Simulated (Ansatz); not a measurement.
SnS2 (slab)

Input

```
crystal:
  lattice:
    - [3.6513143003, 0.0, 0.0]
    - [0.0, 8.7582410527, 0.0]
    - [0.0, 0.0, 26.6078113952]
  atoms:
    - { symbol: S, position: [0.0, 0.4640236812, 0.2818721122] }
    - { symbol: Sn, position: [0.5, 0.2607089299, 0.2944635038] }
    - { symbol: S, position: [0.0, 0.0573941785, 0.3070548954] }
    - { symbol: S, position: [0.5, 0.7247326111, 0.3640867107] }
    - { symbol: Sn, position: [0.0, 0.5214178597, 0.3766781023] }
    - { symbol: S, position: [0.5, 0.3181031084, 0.3892694939] }
    - { symbol: S, position: [0.0, 0.985441541, 0.4463013092] }
    - { symbol: Sn, position: [0.5, 0.7821267896, 0.4588927008] }
    - { symbol: S, position: [0.0, 0.5788120383, 0.4714840924] }
    - { symbol: S, position: [0.5, 0.2461504708, 0.5285159076] }
    - { symbol: Sn, position: [0.0, 0.0428357195, 0.5411072992] }
    - { symbol: S, position: [0.5, 0.8395209681, 0.5536986908] }
    - { symbol: S, position: [0.0, 0.5068594007, 0.6107305061] }
    - { symbol: Sn, position: [0.5, 0.3035446494, 0.6233218977] }
    - { symbol: S, position: [0.0, 0.100229898, 0.6359132893] }
    - { symbol: S, position: [0.5, 0.7675683306, 0.6929451046] }
    - { symbol: Sn, position: [0.0, 0.5642535792, 0.7055364962] }
    - { symbol: S, position: [0.5, 0.3609388279, 0.7181278878] }
basis:
  ecutwfc: 420
kpoints:
  mp_grid: { grid: [7, 3, 1] }
hamiltonian:
  xc: pbesol
scf:
  occupations: { method: gaussian, width: 0.05 }
output:
  forces: true
  eigenvalues: true
  write_density: true
  write_potential: true
  elf: true
  volumetric_format: npy
relax:
  adjacent_minimum: "off"
  f_tol: 0.02
  max_steps: 60
efield:
  axis: 3
  dipole_correction: true
  ramp_width: 0.04
```

Launched as:

```sh
ansatz run input.yaml --threads 2 --pin off --max-ram 5120MiB --backend cpu --events-out ev --progress --plain --runs-dir out
```

The fields are those of the run's last geometry, not of the input's.

These are results of DFT PBEsol, scalar-relativistic, plane waves, PAW (Ansatz), not measurements.

In a PAW calculation such maps are meaningful between the atoms, not at the nuclei.

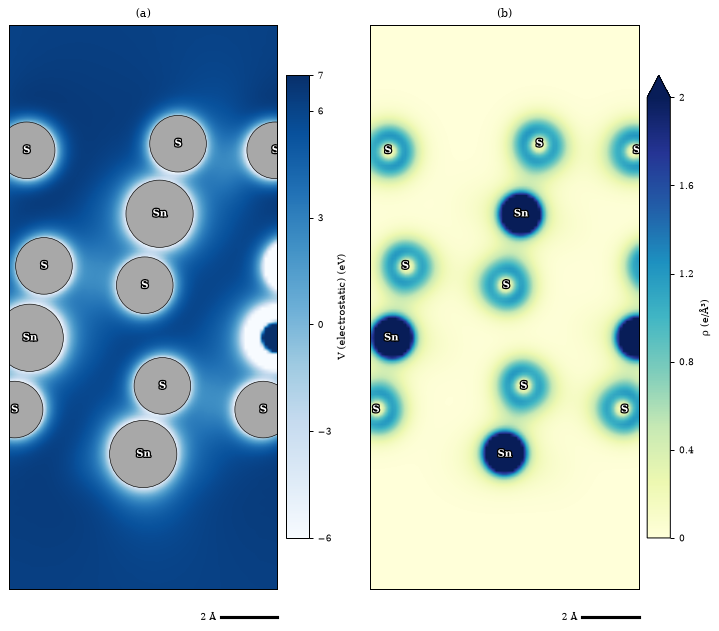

Figure 1. (a) electrostatic potential energy of an electron; (b) valence pseudo-density on the (100) plane of the calculation cell, a cut from vacuum to vacuum. Grey discs cover the atomic cores in the potential map.

> Describe what can be read from this map.

The plane passes through Sn and S nuclei.
Sn–S (2.55 Å): ρ is about 0.46 e/Å³ halfway.
Sn–S (2.58 Å): the density is about 0.44 e/Å³ at the midpoint.
The density dies away to nearly zero in the vacuum.
Outside the cores the potential energy rises away from the atoms and is highest in the vacuum; its zero is arbitrary.

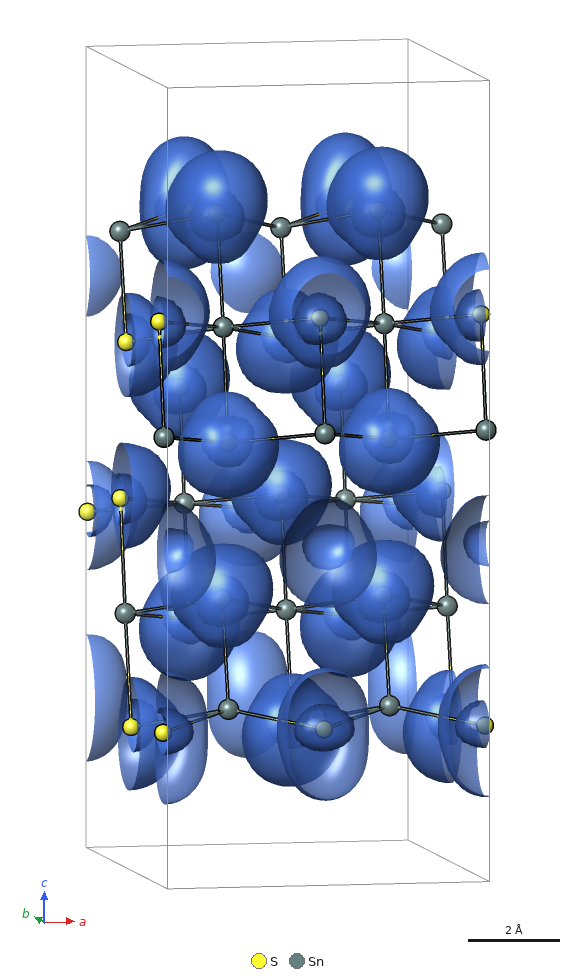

Figure 2. Isosurface of the ELF at 0.75 (blue), seen slightly off an axis. Core shells and regions of very low density are left out. Sticks mark near contacts.

> Identify the bonds, lone pairs and shells in this picture.

At this value the surface marks out twelve regions wrapped around S (the valence shell of each), counted in one cell of 18 atoms. Counts are for one cell; the picture repeats the cell along the surface. Along the contacts the grid gives the following. Sn–S (2.46 Å): the ELF peaks at about 0.85 in the valence shell of S, 0.8 Å from its nucleus, and is about 0.55 at the midpoint. Sn–S (2.55 Å): the ELF peaks at about 0.85 in the valence shell of S, 0.9 Å from its nucleus, and is about 0.55 at the midpoint.

> Metal or insulator at this level of theory?

It is gapped, with a Kohn–Sham gap of 1.4 eV on the k-point mesh, an upper bound to the gap of this method.
